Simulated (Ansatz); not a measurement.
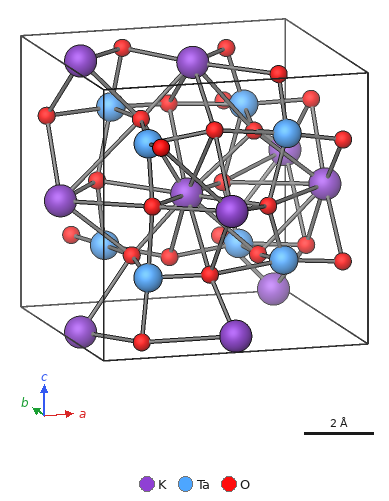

Starting frame of a dynamics run of a 40-atom cell of KTaO3. It starts from the last geometry of an earlier run, with fresh velocities. Style: ball-and-stick. Shown: the simulation cell, slightly off an axis. Bonds to atoms that aren't drawn are left out.

Theory: DFT r2SCAN, scalar-relativistic, plane waves, PAW in Ansatz 0.2.0.

Input file:
```yaml
accuracy: low
crystal:
  lattice:
    - [8.12124, 0.0, 0.0]
    - [0.0, 8.12124, 0.0]
    - [0.0, 0.0, 8.12124]
  atoms:
    - { symbol: K, position: [-0.05748477, -0.04051747, 0.01500723] }
    - { symbol: Ta, position: [0.24751588, 0.25390884, 0.24047981] }
    - { symbol: O, position: [0.21759096, 0.23442615, 0.00812354] }
    - { symbol: O, position: [-0.01435527, 0.25915632, 0.25397062] }
    - { symbol: O, position: [0.18593168, -0.01333805, 0.25643767] }
    - { symbol: K, position: [-0.01517884, -0.04342045, 0.52701165] }
    - { symbol: Ta, position: [0.24816355, 0.25371461, 0.73453342] }
    - { symbol: O, position: [0.25687749, 0.23073476, 0.50689364] }
    - { symbol: O, position: [-0.01596384, 0.25094403, 0.7049849] }
    - { symbol: O, position: [0.21896915, 0.00494784, 0.77116314] }
    - { symbol: K, position: [0.06655328, 0.49184275, 0.00392382] }
    - { symbol: Ta, position: [0.24012951, 0.75661603, 0.26087554] }
    - { symbol: O, position: [0.29461191, 0.7163416, -0.00658401] }
    - { symbol: O, position: [-0.0153406, 0.69869888, 0.22744474] }
    - { symbol: O, position: [0.25269104, 0.46849344, 0.28009247] }
    - { symbol: K, position: [0.00105968, 0.5254089, 0.485582] }
    - { symbol: Ta, position: [0.27477393, 0.79233223, 0.76132159] }
    - { symbol: O, position: [0.21124659, 0.75518913, 0.50173302] }
    - { symbol: O, position: [0.0021586, 0.69570366, 0.76525217] }
    - { symbol: O, position: [0.2921994, 0.4845758, 0.77771635] }
    - { symbol: K, position: [0.50139476, 0.0049329, 0.05887019] }
    - { symbol: Ta, position: [0.76574033, 0.27047355, 0.27022451] }
    - { symbol: O, position: [0.74296358, 0.25925899, -0.04016131] }
    - { symbol: O, position: [0.46539874, 0.2029032, 0.24838008] }
    - { symbol: O, position: [0.7481902, -0.01525978, 0.21972954] }
    - { symbol: K, position: [0.48908887, 0.01144364, 0.51806197] }
    - { symbol: Ta, position: [0.76651811, 0.23289709, 0.74456756] }
    - { symbol: O, position: [0.69917396, 0.24593944, 0.47934339] }
    - { symbol: O, position: [0.48813554, 0.21913058, 0.77648272] }
    - { symbol: O, position: [0.76459638, -0.006248, 0.71533221] }
    - { symbol: K, position: [0.48545965, 0.47438492, -0.02379379] }
    - { symbol: Ta, position: [0.74481147, 0.7488804, 0.23760385] }
    - { symbol: O, position: [0.68482359, 0.70645962, -0.0295276] }
    - { symbol: O, position: [0.4756412, 0.72471168, 0.20898444] }
    - { symbol: O, position: [0.73877449, 0.49574293, 0.24864593] }
    - { symbol: K, position: [0.47930366, 0.52779576, 0.48015367] }
    - { symbol: Ta, position: [0.75749147, 0.72790503, 0.75426333] }
    - { symbol: O, position: [0.68818555, 0.76135576, 0.46501276] }
    - { symbol: O, position: [0.50410355, 0.82508277, 0.75347201] }
    - { symbol: O, position: [0.72452709, 0.49727753, 0.70491356] }
basis:
  ecutwfc: 500.0
kpoints:
  mp_grid: { grid: [1, 1, 1] }
hamiltonian:
  xc: r2scan
scf:
  occupations: { method: fermi_dirac, width: 0.05 }
  lower_state_search: "off"
md:
  timestep: 1
  n_steps: 390
  ensemble: nvt_langevin
  temperature: 1950.0
  initial_velocities: maxwell_boltzmann
  seed: 283745
  friction: 0.02
```

Command:
```bash
ansatz run input.yaml --threads 4 --pin off --max-ram 10240MiB --backend cpu --events-out ev --progress --plain --runs-dir out
```

Predict how the run goes.

Answer. Over the second half the temperature averages 1871 K (spread ±213 K). The potential energy in the second half lies on average 20.4 meV per atom below the first frame. Root-mean-square distances from the starting positions over the second half, with the common drift of all atoms taken out: K 0.59 Å, O 0.51 Å, Ta 0.34 Å. Against the typical shortest distance between atoms in the first frame, about 1.9 Å these are large excursions, but over 390 fs one can't yet tell strong vibration from the start of diffusion.

Along the run (each row but the first and the last is the mean over the interval that it begins):

```tsv
time (fs)	potential energy (meV/atom)	T (K)
0.0	0.0	1901
48.0	-6.0	2048
96.0	-10.3	1978
144.0	-7.7	1751
192.0	-6.9	1847
240.0	-7.9	1864
288.0	-32.2	1906
336.0	-32.7	1886
384.0	-27.1	1834
```

The paths of the atoms:

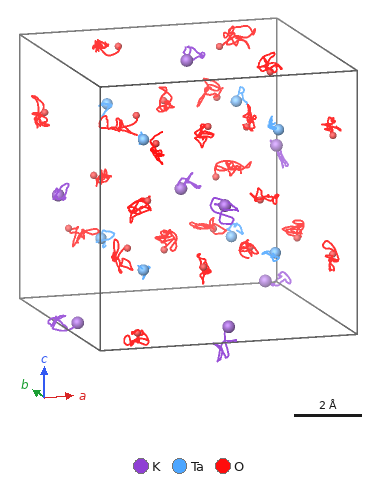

Limits of the set-up: the program's low-accuracy preset was used.
